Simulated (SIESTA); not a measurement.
**Energy of Tl along an even scaling of the cell**

System: Tl (4 atoms in the cell).
Method: Kohn-Sham DFT of a periodic cell, PBEsol, PseudoDojo 0.4 standard, converted to PSML, no spin polarisation (SIESTA 5.4.2).

The 7 runs differ only in the geometry, by an even scaling of the cell at fixed fractional positions. The structure derives from a Materials Project entry.

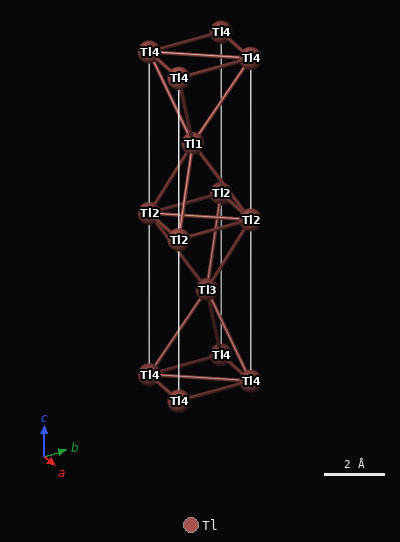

Figure 1. The structure of run 4 (ball-and-stick view of the cell of the calculation, seen slightly off an axis; atoms are numbered from 1 in the order of the input). An atom can appear more than once, as a periodic image.

### Input of run 4
```
SystemName                      Tl
SystemLabel                     Tl
NumberOfSpecies                 1
NumberOfAtoms                   4
%block ChemicalSpeciesLabel
  1  81 Tl
%endblock ChemicalSpeciesLabel

LatticeConstant                 1.0 Ang
%block LatticeVectors
     3.5086375776     0.0000000000     0.0000000000
    -1.7543187888     3.0385692748     0.0000000000
     0.0000000000     0.0000000000    11.2656046300
%endblock LatticeVectors
AtomicCoordinatesFormat         Fractional
%block AtomicCoordinatesAndAtomicSpecies
     0.6666666667     0.3333333333     0.7500000000  1  Tl
     0.0000000000     0.0000000000     0.5000000000  1  Tl
     0.3333333333     0.6666666667     0.2500000000  1  Tl
     0.0000000000     0.0000000000     0.0000000000  1  Tl
%endblock AtomicCoordinatesAndAtomicSpecies

%block kgrid.MonkhorstPack
    9   0   0  0.0
    0   9   0  0.0
    0   0   3  0.0
%endblock kgrid.MonkhorstPack
XC.Functional                   GGA
XC.Authors                      PBEsol
PAO.BasisSize                   DZP
PAO.EnergyShift                 0.003 Ry
Mesh.Cutoff                     500 Ry
OccupationFunction              FD
ElectronicTemperature           0.05 eV
MaxSCFIterations                120
SCF.MustConverge                false
SCF.Mixer.Method                Pulay
SCF.Mixer.Weight                0.25
SCF.Mixer.History               8
SCF.DM.Tolerance                5.0e-05
SCF.H.Tolerance                 1.0e-03 eV
WriteForces                     true
Charge.Mulliken                 end
Charge.Hirshfeld                end
Charge.Voronoi                  end
SaveRho                         true
SaveElectrostaticPotential      true
%block PAO.Basis
  Tl 4
  n=6 0 2
    6.602 0.000
  n=6 1 2
    9.500 0.000
  n=5 2 2
    4.502 0.000
  n=6 2 1
    9.500
%endblock PAO.Basis
```

Command:
```bash
siesta Tl.fdf > Tl.out 2>&1
```

Run 3 has the same physical settings and fractional positions; its lattice vectors (Å) are:
```
   3.485089    0.000000    0.000000
  -1.742544    3.018176    0.000000
   0.000000    0.000000   11.189994
```

### Results, with one run withheld

| run | volume per atom (Å³) | free energy per atom, from the lowest run given (meV) | pressure (GPa) |
| --- | --- | --- | --- |
| 1 | 28.225 | 0.00 | 0.26 |
| 2 | 28.825 | 0.76 | −0.63 |
| 3 | 29.426 | ? | ? |
| 4 | 30.026 | 11.01 | −2.01 |
| 5 | 30.627 | 19.64 | −2.56 |
| 6 | 31.227 | 30.10 | −3.00 |
| 7 | 31.828 | 42.08 | −3.37 |

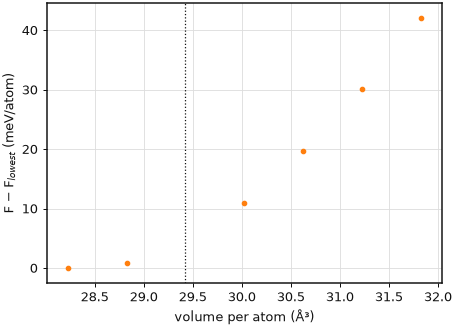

Figure 2. Free energy per atom of the runs given; the dotted line marks run 3.

Estimate the energy of run 3 from the others.

A cubic polynomial in V^(−2/3) (the Birch–Murnaghan form), fitted to the 6 runs given, misses them by at most 0.01 meV per atom. With x = V^(−2/3) − 0.10339 Å⁻², it reads F = 11.71 − 5658.1 x + 6.3667e+05 x² + 9.5752e+06 x³ (meV per atom). At run 3 it gives 4.59 meV per atom, and the run itself gives 4.58. The slope of the fit gives a pressure −dF/dV of −1.39 GPa there, and the run prints −1.39 GPa. The fit has its minimum at 28.388 Å³ per atom, where V d²F/dV² gives 43.7 GPa. Cell shape and fractional positions are held, so this is the stiffness under even scaling; the relaxed bulk modulus wasn't computed.

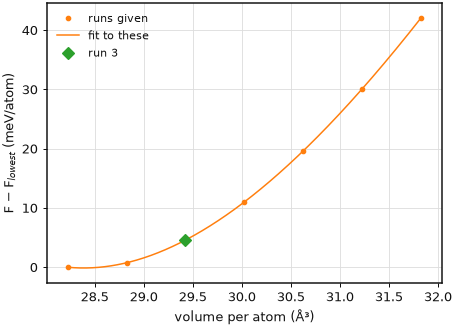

Figure 3. The fit and the withheld run.

### Some lines of the output (run 3)
```
[...]
outcell: Cell volume (Ang**3)        :    117.7032
stepf: Fermi-Dirac step function
siesta: Etot    =     -6604.400996
siesta: FreeEng =     -6604.423408
        iscf     Eharris(eV)        E_KS(eV)     FreeEng(eV)     dDmax    Ef(eV) dHmax(eV)
siesta: E_KS(eV) =            -6604.8604
siesta: E_KS - E_eggbox =     -6604.8604
siesta: Etot    =     -6604.860367
siesta: FreeEng =     -6604.883040
siesta:         Fermi =      -4.300909
siesta: Cell volume =        117.703190 Ang**3
    Orbital volume contribution        =           7.802537 eV
```

Notes: Points of doubt noted for this run: mulliken charges of long orbitals. Spin–orbit coupling is left out, which matters for Tl. With a small basis of atomic orbitals these values can differ much from converged plane-wave results.
